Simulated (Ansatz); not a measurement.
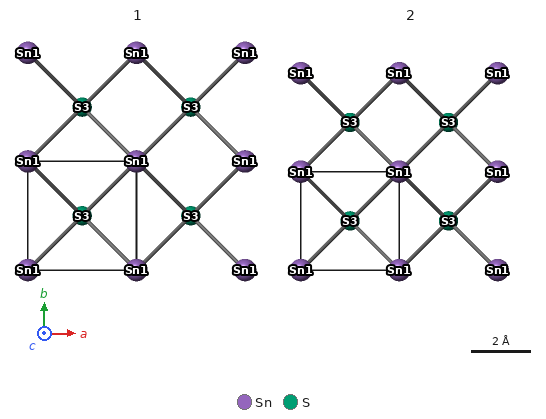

Two geometries of crystalline SnS$_{3}$ (a generated structure, set up in P4/mmm) (coarse preliminary run), drawn at one scale. One is the start of a relaxation, the other its converged end. Style: ball-and-stick. Shown: the cell of the calculation, repeated 2 × 2 × 1 with one cell outlined, along the c axis.

Method: DFT PBE, scalar-relativistic, plane waves, PAW in Ansatz 0.2.0. (plane-wave cutoff 420 eV; k-point mesh 6 × 6 × 4; occupations gaussian; smearing width 0.1 eV; no spin polarisation; cell and atoms relaxed; force threshold 0.04 eV/Å; at most 70 steps)

Which of the two is the end point?

Answer. Structure 2 is the relaxed one. The largest moves relative to the cell, 0.11 Å, are those of S atoms. Sn stays in place. Cell: a = b 3.694 → 3.347 Å (−9.4 %), c 7.133 → 6.682 Å (−6.3 %). Volume −23.1 %. Some distances before and after: S–S 3.218 → 2.888 Å, S–Sn 3.110 → 2.906 Å. The space group stays P4/mmm (No. 123). After 5 accepted moves (6 points after the start) the energy has fallen by 0.846 eV per cell of the calculation. The largest force component goes from 0.2 to 0.0025 eV/Å. Pressure: −9.20 GPa at the start and 0.00 GPa at the end. The SCF was repeated once at an unchanged geometry on a basis and grid sized afresh for the cell, which shifted the energy by 1.8 meV per cell of the calculation at most.
